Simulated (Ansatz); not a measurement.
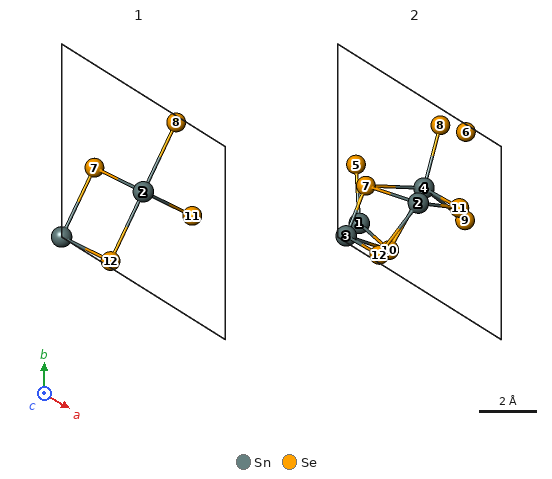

Two geometries of a crystal of SnSe₂ (set up in P1), drawn at one scale. One is the start of a relaxation, the other its converged end. A ball-and-stick model of the cell of the calculation, seen along the c axis.

Level of theory: DFT PBE+D3(BJ), scalar-relativistic, plane waves, PAW in Ansatz. Set-up: plane-wave cutoff 420 eV; k-point mesh 4 × 4 × 4; occupations gaussian; smearing width 0.03 eV; no spin polarisation; cell and atoms relaxed; force threshold 0.01 eV/Å; at most 80 steps.

### Which one is relaxed?

Structure 1 is the relaxed one. Case: all atoms moved at random, sigma 0.4 Å for each component; relaxed back. Over 9 accepted moves (11 points after the start) the energy falls by 1981 meV per atom. Largest force component: 25 eV/Å at the start, 0.0014 eV/Å at the end. Pressure: 35.36 GPa at the start and 0.01 GPa at the end. The SCF was repeated twice at an unchanged geometry on a basis and grid sized afresh for the cell, which shifted the energy by less than 0.05 meV per atom at most. Sn1 moves most: 0.92 Å along [−3 −3 −1]. By element the largest moves are Sn 0.92 Å, Se 0.89 Å. The lattice vectors keep their values. Near-neighbour distances that change, for instance: Sn4–Se5 4.035 → 2.730 Å, Se7–Se10 2.809 → 3.882 Å, Se6–Se11 2.921 → 3.882 Å, Sn1–Se12 1.826 → 2.730 Å. New bonds form, among them: Sn4–Se5 (4.03 → 2.73 Å). Bond angles that change, for instance: Se6–Sn1–Se12 137.4° → 180.0°, Se11–Sn2–Se12 124.5° → 89.4°, Se5–Sn1–Se10 125.6° → 90.6°. The space group (tolerance 0.01 Å) goes from P1 (No. 1) to P-3m1 (No. 164).
